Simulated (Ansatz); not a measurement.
## Two runs on TiAl3

System: TiAl3 (4 atoms in the cell).
Method of run A: DFT PBE, scalar-relativistic, plane waves, PAW, PAW set soft_1, no spin polarisation (Ansatz 0.2.0).

The structure derives from a Materials Project entry. Text and figures count atoms from 1; the logs count them from 0 in places.

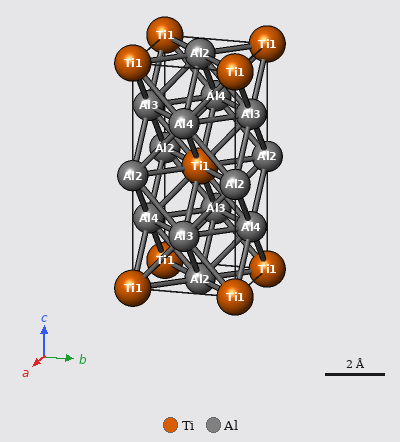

Figure 1. The structure as given in the input (ball-and-stick view of the cell 2 times as large as that of the calculation, set on its symmetry axes, seen slightly off an axis; atoms are numbered from 1 in the order of the input). An atom can appear more than once, as a periodic image. Near neighbours in the periodic cell (some may lie outside the picture): Ti has 12 Al at 2.59 to 2.71 Å; Al has 8 Al at 2.59 to 2.71 Å and 4 Ti at 2.59 to 2.71 Å.

## Input, run A
```yaml
crystal:
  lattice:
    - [-1.8302865966, 1.8302865966, 3.9958816977]
    - [1.8302865966, -1.8302865966, 3.9958816977]
    - [1.8302865966, 1.8302865966, -3.9958816977]
  atoms:
    - { symbol: Ti, position: [0.0, 0.0, 0.0] }
    - { symbol: Al, position: [0.5, 0.5, 0.0] }
    - { symbol: Al, position: [0.75, 0.25, 0.5] }
    - { symbol: Al, position: [0.25, 0.75, 0.5] }
basis:
  ecutwfc: 520.0
kpoints:
  mp_grid: { grid: [16, 16, 16] }
hamiltonian:
  xc: pbe
  pseudopotentials: { kind: paw, azcp: { folder: soft_1 } }
scf:
  occupations: { method: gaussian, width: 0.15 }
output:
  forces: true
  stress: true
  eigenvalues: true
```

Command:
```bash
ansatz run input.yaml --threads 2 --pin off --max-ram 4096MiB --backend cpu --events-out ev --progress --plain --runs-dir out
```

Hardware: 2 threads of Arm Neoverse N1, 98 GiB of memory available, shared host.

## Output, shortened to warnings, some set-up lines, iterations and results (run A)
```
Basis set: ecut = 520 eV, 1435 PW (Γ), exchange–correlation on 72×72×72 points (8 copies of the dense FFT grid, shifted against one another)
Symmetry: 16 space group operations
k-points: 349 of 4096
Initial density: superposition of atomic densities (chi_scale 0.1, normalization cell, long waves kept (reshape's long-wave potential 0.00 eV rms))
[...]
SCF iter   1: F=—  HF=-4113.406169 eV  |F-HF|=—  |Δ(HF+E_count)|=         —  Δρ=3.26e-2  dr2=6.44e-1  ethr=3.10e-3  ⟨swp⟩=5.3  Hψ=27702  notcnv=0
SCF iter   2: F=—  HF=-4113.210155 eV  |F-HF|=—  |Δ(HF+E_count)|=   1.96e-1  Δρ=2.13e-2  dr2=2.98e-1  ethr=3.07e-3  ⟨swp⟩=2.0  Hψ=9397  notcnv=0  defer=4
SCF iter   3: F=—  HF=-4113.045797 eV  |F-HF|=—  |Δ(HF+E_count)|=   1.64e-1  Δρ=2.24e-3  dr2=2.69e-3  ethr=1.42e-3  ⟨swp⟩=2.9  Hψ=8891  notcnv=0  defer=8
SCF iter   4: F=—  HF=-4113.044384 eV  |F-HF|=—  |Δ(HF+E_count)|=   1.41e-3  Δρ=4.98e-4  dr2=1.07e-4  ethr=1.28e-5  ⟨swp⟩=2.6  Hψ=8498  notcnv=0  defer=8
SCF iter   5: F=—  HF=-4113.044346 eV  |F-HF|=—  |Δ(HF+E_count)|=   3.78e-5  Δρ=8.69e-5  dr2=5.79e-6  ethr=5.11e-7  ⟨swp⟩=1.8  Hψ=6941  notcnv=0  defer=8
SCF iter   6: F=—  HF=-4113.044346 eV  |F-HF|=—  |Δ(HF+E_count)|=   6.40e-7  Δρ=2.33e-5  dr2=3.09e-7  ethr=2.76e-8  ⟨swp⟩=2.3  Hψ=6918  notcnv=0  defer=11
SCF iter   7: F=-4113.044346 eV  HF=-4113.044346 eV  |F-HF|=2.71e-9  |Δ(HF+E_count)|=   4.98e-8  Δρ=3.19e-6  dr2=5.43e-9  ethr=4.76e-10  ⟨swp⟩=5.0  Hψ=22675  notcnv=0
SCF 1 converged in 7 iterations: F = -4113.044346 eV  dr2 = 5.43e-9
SCF converged after 7 iterations
Free energy (F): -4113.044346 eV
Harris-Foulkes:  -4113.044346 eV  (|F-HF|=2.71e-9)
Internal energy: -4113.025631 eV  (E = F + TS)
E sigma→0 (E₀):  -4113.034988 eV
Entropy (-TS):   -0.018715 eV (-4.679 meV/atom)
Fermi energy:    11.582263 eV
--- Per-component energies (eV) ---
  E_band       = -110.536974
  E_kinetic    = 363.552429
  E_local      = -1168.133961  (includes V_loc(G=0)·N_el)
  E_nonlocal   = 95.328172
  E_hartree    = 513.708174
  E_xc         = -235.677411
  E_vxc        = -241.436609  (∫ρ·V_xc dr)
  E_paw        = -2453.183207  (= ΣΔE_a)
  E_vpaw       = -187.263346  (= ΣTr[D̂ρ^β])
  E_aug_tail   = -0.000022  (compensation charges beyond the density's cutoff)
  E_ewald      = -1228.619805
  E_smearing   = -0.018715  (= −TS)
  E_closure    = -0.000000  (closes the sum)
  Σ components = -4113.044346   (vs F -4113.044346, Δ=0.00e0)
--- Forces (eV/Å), atoms counted from 1 ---
  atom   1  Ti     0.00000000     0.00000000     0.00000000
  atom   2  Al     0.00000000    -0.00000000     0.00000000
  atom   3  Al    -0.00000000     0.00000000     0.00000000
  atom   4  Al     0.00000000     0.00000000     0.00000000
  max |Σ_I F_I| component: 5.20e-18 eV/Å
--- Stress (GPa, compression-positive) ---
       24.202520       0.000000       0.000000
        0.000000      24.202520      -0.000000
        0.000000       0.000000      29.954406
  P = ⅓ Tr σ = 26.1198 GPa (261.198 kbar)
```

The input of run B differs as follows (lines with − go, lines with + come):
```diff
-    - [-1.8302865966, 1.8302865966, 3.9958816977]
-    - [1.8302865966, -1.8302865966, 3.9958816977]
-    - [1.8302865966, 1.8302865966, -3.9958816977]
+    - [-1.8886247948, 1.8886247948, 4.467541952]
+    - [1.8886247948, -1.8886247948, 4.467541952]
+    - [1.8886247948, 1.8886247948, -4.467541952]
```

How does run B compare with run A?

With the same functional and potentials, run B lies 165.6 meV per atom lower. The pressure goes from 26.12 to 0.46 GPa. The volume per atom goes from 13.39 to 15.94 Å³. The number of SCF iterations is the same. The plane waves at Γ go from 1435 to 1677.

## Output, shortened to warnings, some set-up lines, iterations and results (run B)
```
Basis set: ecut = 520 eV, 1677 PW (Γ), exchange–correlation on 80×80×80 points (8 copies of the dense FFT grid, shifted against one another)
Symmetry: 16 space group operations
k-points: 349 of 4096
Initial density: superposition of atomic densities (chi_scale 0.1, normalization cell, long waves kept (reshape's long-wave potential 0.00 eV rms))
[...]
SCF iter   1: F=—  HF=-4113.989514 eV  |F-HF|=—  |Δ(HF+E_count)|=         —  Δρ=2.87e-2  dr2=6.67e-1  ethr=3.10e-3  ⟨swp⟩=5.1  Hψ=26747  notcnv=0
SCF iter   2: F=—  HF=-4113.842419 eV  |F-HF|=—  |Δ(HF+E_count)|=   1.47e-1  Δρ=1.83e-2  dr2=2.98e-1  ethr=3.10e-3  ⟨swp⟩=2.0  Hψ=9448  notcnv=0  defer=8
SCF iter   3: F=—  HF=-4113.707470 eV  |F-HF|=—  |Δ(HF+E_count)|=   1.35e-1  Δρ=1.81e-3  dr2=1.85e-3  ethr=1.42e-3  ⟨swp⟩=2.7  Hψ=8818  notcnv=0  defer=11
SCF iter   4: F=—  HF=-4113.706677 eV  |F-HF|=—  |Δ(HF+E_count)|=   7.92e-4  Δρ=4.60e-4  dr2=1.09e-4  ethr=8.80e-6  ⟨swp⟩=2.4  Hψ=8775  notcnv=0  defer=12
SCF iter   5: F=—  HF=-4113.706648 eV  |F-HF|=—  |Δ(HF+E_count)|=   2.90e-5  Δρ=7.11e-5  dr2=5.39e-6  ethr=5.17e-7  ⟨swp⟩=2.0  Hψ=7447  notcnv=0  defer=12
SCF iter   6: F=—  HF=-4113.706647 eV  |F-HF|=—  |Δ(HF+E_count)|=   9.02e-7  Δρ=1.64e-5  dr2=2.08e-7  ethr=2.57e-8  ⟨swp⟩=2.1  Hψ=6376  notcnv=0  defer=16
SCF iter   7: F=-4113.706647 eV  HF=-4113.706647 eV  |F-HF|=2.43e-9  |Δ(HF+E_count)|=   2.67e-8  Δρ=2.39e-6  dr2=4.22e-9  ethr=4.76e-10  ⟨swp⟩=4.9  Hψ=21664  notcnv=0
SCF 1 converged in 7 iterations: F = -4113.706647 eV  dr2 = 4.22e-9
SCF converged after 7 iterations
Free energy (F): -4113.706647 eV
Harris-Foulkes:  -4113.706647 eV  (|F-HF|=2.43e-9)
Internal energy: -4113.689942 eV  (E = F + TS)
E sigma→0 (E₀):  -4113.698295 eV
Entropy (-TS):   -0.016705 eV (-4.176 meV/atom)
Fermi energy:    9.461871 eV
--- Per-component energies (eV) ---
  E_band       = -155.197999
  E_kinetic    = 350.013442
  E_local      = -1261.451112  (includes V_loc(G=0)·N_el)
  E_nonlocal   = 92.224954
  E_hartree    = 541.464141
  E_xc         = -230.238984
  E_vxc        = -234.306073  (∫ρ·V_xc dr)
  E_paw        = -2451.032442  (= ΣΔE_a)
  E_vpaw       = -184.606531  (= ΣTr[D̂ρ^β])
  E_aug_tail   = -0.000020  (compensation charges beyond the density's cutoff)
  E_ewald      = -1154.669921
  E_smearing   = -0.016705  (= −TS)
  E_closure    = -0.000000  (closes the sum)
  Σ components = -4113.706647   (vs F -4113.706647, Δ=0.00e0)
--- Forces (eV/Å), atoms counted from 1 ---
  atom   1  Ti    -0.00000000     0.00000000     0.00000000
  atom   2  Al    -0.00000000     0.00000000    -0.00000000
  atom   3  Al    -0.00000000    -0.00000000     0.00000000
  atom   4  Al     0.00000000     0.00000000     0.00000000
  max |Σ_I F_I| component: 3.47e-18 eV/Å
--- Stress (GPa, compression-positive) ---
        3.800293       0.000000       0.000000
        0.000000       3.800293       0.000000
        0.000000       0.000000      -6.215487
  P = ⅓ Tr σ = 0.4617 GPa (4.617 kbar)
```

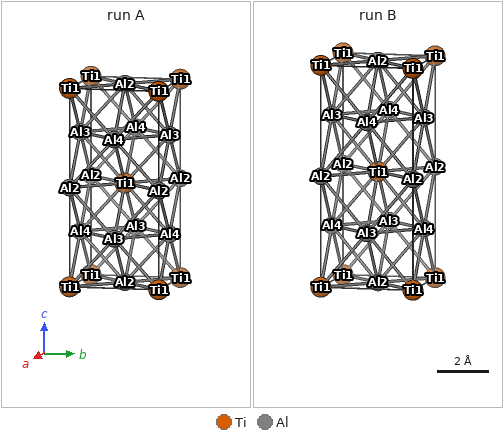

Figure 2. The two input geometries at one scale (ball-and-stick view of the cell 2 times as large as that of the calculation, set on its symmetry axes, seen slightly off an axis). No atom moves by more than 0.005 Å relative to the cell. Cell: a = b 3.661 → 3.777 Å (+3.2 %), c 7.992 → 8.935 Å (+11.8 %). Volume +19.0 %. Among the contacts that change: Ti1–Al3 2.710 → 2.925 Å, Al2–Al3 2.710 → 2.925 Å, Ti1–Al2 2.588 → 2.671 Å, Al3–Al4 2.588 → 2.671 Å.

## The two runs side by side

| quantity | run A | run B |
| --- | --- | --- |
| outcome | converged | converged |
| free energy per atom (eV) | −1028.2611 | −1028.4267 |
| energy per atom, smearing taken to zero (eV) | −1028.2587 | −1028.4246 |
| gap on the mesh (eV) | 0.00 | 0.00 |
| pressure (GPa) | 26.12 | 0.46 |
| volume per atom (Å³) | 13.39 | 15.94 |
| largest force (eV/Å) | 0.000 | 0.000 |
| SCF iterations | 7 | 7 |
| irreducible k-points | 349 | 349 |
| plane waves at Γ | 1435 | 1677 |
| wall time (shared host) | 23 s | 27 s |

For run A: The cell is under a pressure of 26 GPa at this level, so it is not at its equilibrium volume.
